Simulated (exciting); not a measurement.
The Si K edge of atom 1 in SiO2 (Stishovite), space group P4_2/mnm, with 4 O at 1.76 Å and 2 O at 1.81 Å (octahedral, site symmetry mmm), was computed at 2 levels: exchange and screened direct term (singlet BSE) and independent particles. Common settings: exciting, all-electron LAPW+lo, PBEsol, 3×3×5 shifted k points, 18 conduction bands, |G+q| up to 3 bohr⁻¹, full RPA screening with nempty = 40, Lorentzian half width 0.45 eV.

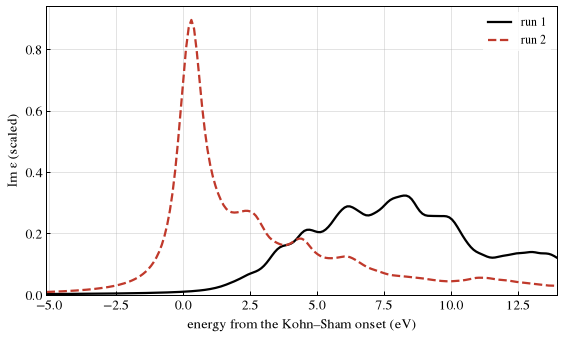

Energy from the Kohn–Sham onset, core level to the lowest empty state found on the meshes used; all runs on one relative scale.

Question: Which run is which, and why?

Run 1: independent particles; highest local maximum in the window at 8.2 eV. Run 2: exchange and screened direct term (singlet BSE); highest local maximum in the window at 0.3 eV. The attractive direct term pulls weight down: the curves pass 0.13 at 3.4 and -0.9 eV in the order of the runs. Fine structure above the first lines is partly noise of the 45-point mesh.

[Hosts, paths, dates, database ids (printed as entryN), source tags and the programs' standing remarks are cut or masked in the printed files.]
